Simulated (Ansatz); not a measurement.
**Geometry relaxation, with input and output: WS2 (part 2 of 2)**

Continued. System: WS2 (slab, 15 atoms in the cell). Method: DFT PBEsol, scalar-relativistic, plane waves, PAW, no spin polarisation (Ansatz 0.2.0); cutoff 420 eV, 9×9×1 k-mesh, Gaussian smearing of 0.05 eV. The structure derives from an entry of the Crystallography Open Database. It belongs to a series of runs on one base structure; here: (0 0 1) slab, atoms relaxed.

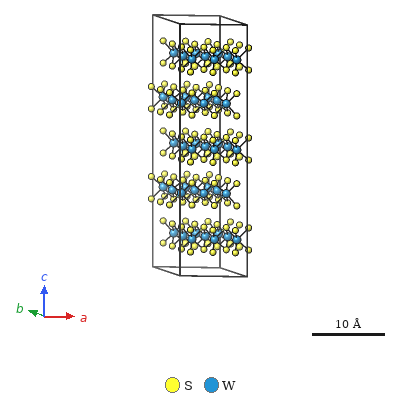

The geometry at step 2 of the log (ball-and-stick view of the 3 × 3 repeat of the cell, with the vacuum cut short, seen slightly off an axis; bonded neighbours outside the cell are drawn too).

**Output, continued**
```
  k-point 2: bands = ["-67.6580", "-67.6580", "-67.6579", "-67.6567", "-67.6567", "-31.9513", "-31.9513", "-31.9513", "-31.9499", "-31.9499", "-31.9431", "-31.9431", "-31.9430", "-31.9415", "-31.9415", "-31.8204", "-31.8204", "-31.8203", "-31.8188", "-31.8188", "-7.9995", "-7.9713", "-7.9323", "-7.8935", "-7.8661", "-6.8472", "-6.7967", "-6.7333", "-6.6752", "-6.6359", "0.1374", "0.2582", "0.4343", "0.6259", "0.7764", "1.7712", "1.7852", "1.8072", "1.8370", "1.8712", "2.1708", "2.3335", "2.4962", "2.6134", "2.6772", "3.6286", "3.6381", "3.6506", "3.6621", "3.6693", "4.0474", "4.0563", "4.0668", "4.0755", "4.0804", "4.3530", "4.4420", "4.5905", "4.7790", "4.9561", "5.3676", "5.4251", "5.4694", "5.4903", "5.4965", "8.1923", "8.3217", "8.5077", "8.7132", "8.7777", "8.8080", "8.8492", "8.8900", "8.9039", "8.9191", "9.1506", "9.2720", "9.3927", "9.4876", "9.5484"]
  k-point 11: bands = ["-67.6437", "-67.6437", "-67.6436", "-67.6425", "-67.6424", "-32.0676", "-32.0675", "-32.0675", "-32.0659", "-32.0659", "-32.0297", "-32.0296", "-32.0296", "-32.0281", "-32.0280", "-31.9003", "-31.9003", "-31.9002", "-31.8989", "-31.8989", "-6.1172", "-6.1171", "-6.1171", "-6.1098", "-6.1097", "-6.0543", "-6.0542", "-6.0542", "-6.0456", "-6.0456", "0.1941", "0.2157", "0.2448", "0.2732", "0.2929", "0.6750", "0.6765", "0.6795", "0.6934", "0.6940", "1.4908", "1.5272", "1.5734", "1.6159", "1.6446", "2.1720", "2.1723", "2.2339", "2.2377", "2.2740", "2.7832", "2.8073", "2.8650", "2.9099", "2.9352", "3.7524", "3.7683", "3.7882", "3.8195", "3.8270", "6.0964", "6.1258", "6.1667", "6.2079", "6.2377", "8.1121", "8.1122", "8.1122", "8.1148", "8.1148", "9.0044", "9.1753", "9.4188", "9.6791", "9.8837", "10.2287", "10.2347", "10.2653", "10.2923", "10.3052"]
--- Relaxed structure (2 steps of the walk, 2 accepted, 0 SCFs on fresh bases) ---
  F+E_penalty+E_count = -60145.37389893 eV   max|allowed force component| = 1.978e-2 eV/Å
  atoms:
    - { symbol: S, position: [0.3333333333333333, 0.6666666666666665, 0.17234011309999997] }
    - { symbol: W, position: [0.6666666666666666, 0.33333333333333326, 0.20836073519999995] }
    - { symbol: S, position: [0.3333333333333333, 0.6666666666666665, 0.24438135729999996] }
    - { symbol: S, position: [0.6666666666666666, 0.33333333333333326, 0.3181597454999999] }
    - { symbol: W, position: [0.3333333333333333, 0.6666666666666665, 0.35418036759999993] }
    - { symbol: S, position: [0.6666666666666666, 0.33333333333333326, 0.39020098969999994] }
    - { symbol: S, position: [0.3333333333333333, 0.6666666666666665, 0.46397937789999993] }
    - { symbol: W, position: [0.6666666666666666, 0.33333333333333326, 0.49999999999999994] }
    - { symbol: S, position: [0.3333333333333333, 0.6666666666666665, 0.5360206220999999] }
    - { symbol: S, position: [0.6666666666666666, 0.33333333333333326, 0.6097990102999999] }
    - { symbol: W, position: [0.3333333333333333, 0.6666666666666665, 0.6458196323999998] }
    - { symbol: S, position: [0.6666666666666666, 0.33333333333333326, 0.6818402544999999] }
    - { symbol: S, position: [0.3333333333333333, 0.6666666666666665, 0.7556186426999999] }
    - { symbol: W, position: [0.6666666666666666, 0.33333333333333326, 0.7916392647999999] }
    - { symbol: S, position: [0.3333333333333333, 0.6666666666666665, 0.8276598868999999] }
```

**Trajectory as extended XYZ (Å, eV, eV/Å), 2 frames, from step=1 to step=2**
```
15
Lattice="3.1461 0.0000 0.0000 -1.5731 2.7246 0.0000 0.0000 0.0000 43.5186" Properties=species:S:1:pos:R:3:forces:R:3 step=1 energy=-60145.37390
S     0.0000    1.8164    7.5000    0.0000   0.0000   0.0184
W     1.5731    0.9082    9.0676    0.0000   0.0000  -0.0199
S     0.0000    1.8164   10.6351    0.0000   0.0000   0.0015
S     1.5731    0.9082   13.8459    0.0000   0.0000  -0.0005
W     0.0000    1.8164   15.4134    0.0000   0.0000  -0.0002
S     1.5731    0.9082   16.9810    0.0000   0.0000   0.0003
S     0.0000    1.8164   20.1917    0.0000   0.0000  -0.0003
W     1.5731    0.9082   21.7593    0.0000   0.0000   0.0000
S     0.0000    1.8164   23.3269    0.0000   0.0000   0.0003
S     1.5731    0.9082   26.5376    0.0000   0.0000  -0.0003
W     0.0000    1.8164   28.1052    0.0000   0.0000   0.0002
S     1.5731    0.9082   29.6727    0.0000   0.0000   0.0005
S     0.0000    1.8164   32.8835    0.0000   0.0000  -0.0015
W     1.5731    0.9082   34.4510    0.0000   0.0000   0.0199
S     0.0000    1.8164   36.0186    0.0000   0.0000  -0.0185
15
Lattice="3.1461 0.0000 0.0000 -1.5731 2.7246 0.0000 0.0000 0.0000 43.5186" Properties=species:S:1:pos:R:3:forces:R:3 step=2 energy=-60145.37390
S     0.0000    1.8164    7.5000    0.0000   0.0000   0.0184
W     1.5731    0.9082    9.0676    0.0000   0.0000  -0.0198
S     0.0000    1.8164   10.6351    0.0000   0.0000   0.0015
S     1.5731    0.9082   13.8459    0.0000   0.0000  -0.0007
W     0.0000    1.8164   15.4134    0.0000   0.0000  -0.0002
S     1.5731    0.9082   16.9810    0.0000   0.0000   0.0004
S     0.0000    1.8164   20.1917    0.0000   0.0000  -0.0004
W     1.5731    0.9082   21.7593    0.0000   0.0000   0.0000
S     0.0000    1.8164   23.3269    0.0000   0.0000   0.0004
S     1.5731    0.9082   26.5376    0.0000   0.0000  -0.0004
W     0.0000    1.8164   28.1052    0.0000   0.0000   0.0002
S     1.5731    0.9082   29.6727    0.0000   0.0000   0.0007
S     0.0000    1.8164   32.8835    0.0000   0.0000  -0.0015
W     1.5731    0.9082   34.4510    0.0000   0.0000   0.0198
S     0.0000    1.8164   36.0186    0.0000   0.0000  -0.0183
```

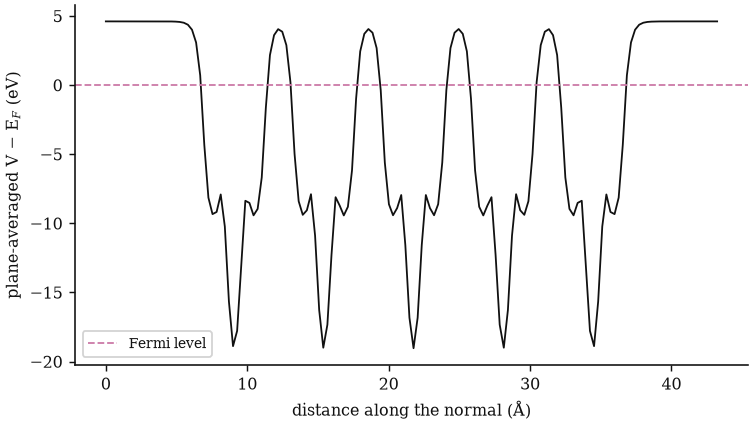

Plane average of the electrostatic potential energy of an electron across the cell, from the Fermi level. The vacuum level lies 4.61 eV above the Fermi level.

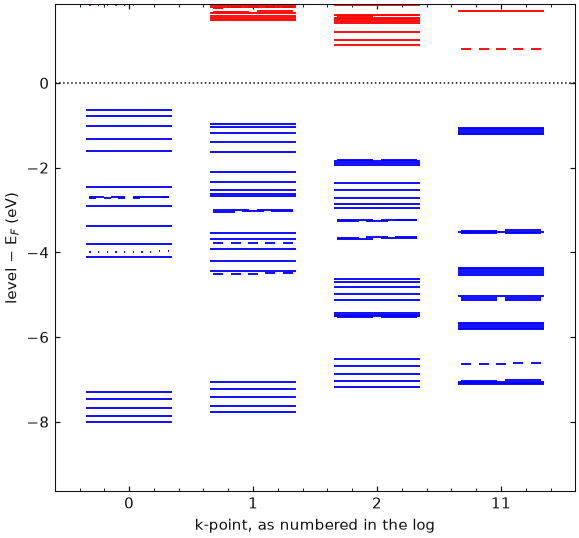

Kohn–Sham levels near the Fermi level (dotted) at the few k-points that the log prints; levels within 0.02 eV of each other stand side by side. Among these points the highest filled and lowest empty levels are 1.45 eV apart; the gap on the full mesh, 1.30 eV, has an edge at a point that isn't printed.

The run was set up as follows.

**Input file**
```yaml
crystal:
  lattice:
    - [3.1461313789, 0.0, 0.0]
    - [-1.5730656895, 2.7246296978, 0.0]
    - [0.0, 0.0, 43.5185974013]
  atoms:
    - { symbol: S, position: [0.3333333333, 0.6666666667, 0.1723401131] }
    - { symbol: W, position: [0.6666666667, 0.3333333333, 0.2083607352] }
    - { symbol: S, position: [0.3333333333, 0.6666666667, 0.2443813573] }
    - { symbol: S, position: [0.6666666667, 0.3333333333, 0.3181597455] }
    - { symbol: W, position: [0.3333333333, 0.6666666667, 0.3541803676] }
    - { symbol: S, position: [0.6666666667, 0.3333333333, 0.3902009897] }
    - { symbol: S, position: [0.3333333333, 0.6666666667, 0.4639793779] }
    - { symbol: W, position: [0.6666666667, 0.3333333333, 0.5] }
    - { symbol: S, position: [0.3333333333, 0.6666666667, 0.5360206221] }
    - { symbol: S, position: [0.6666666667, 0.3333333333, 0.6097990103] }
    - { symbol: W, position: [0.3333333333, 0.6666666667, 0.6458196324] }
    - { symbol: S, position: [0.6666666667, 0.3333333333, 0.6818402545] }
    - { symbol: S, position: [0.3333333333, 0.6666666667, 0.7556186427] }
    - { symbol: W, position: [0.6666666667, 0.3333333333, 0.7916392648] }
    - { symbol: S, position: [0.3333333333, 0.6666666667, 0.8276598869] }
basis:
  ecutwfc: 420
kpoints:
  mp_grid: { grid: [9, 9, 1] }
hamiltonian:
  xc: pbesol
scf:
  occupations: { method: gaussian, width: 0.05 }
output:
  forces: true
  eigenvalues: true
relax:
  adjacent_minimum: "off"
  f_tol: 0.02
  max_steps: 60
efield:
  axis: 3
  dipole_correction: true
  ramp_width: 0.04
```

Launch command:
```bash
ansatz run input.yaml --threads 2 --pin off --max-ram 5120MiB --backend cpu --events-out ev --progress --plain --runs-dir out
```

**Key numbers**

| quantity | value |
| --- | --- |
| outcome | converged |
| electrons treated | 130 |
| free energy | −60145.3739 eV |
| work function, top face | 4.61 eV |
| work function, bottom face | 4.61 eV |
| Fermi energy | 7.307 eV |
| gap on the k-point mesh | 1.30 eV |
| final volume | 373.04 Å³ |
| work function (upper face) | 4.61 eV |
| largest force (length of the vector) at the end | 0.020 eV/Å |
| hardware | 2 threads of AMD EPYC (Zen 5), 32 GiB of memory available, shared host |
| wall time | 11 s (CPU time 22 s) |
| peak memory | 0.86 GiB |

**Remarks**

Spin–orbit coupling is left out, which matters for W.
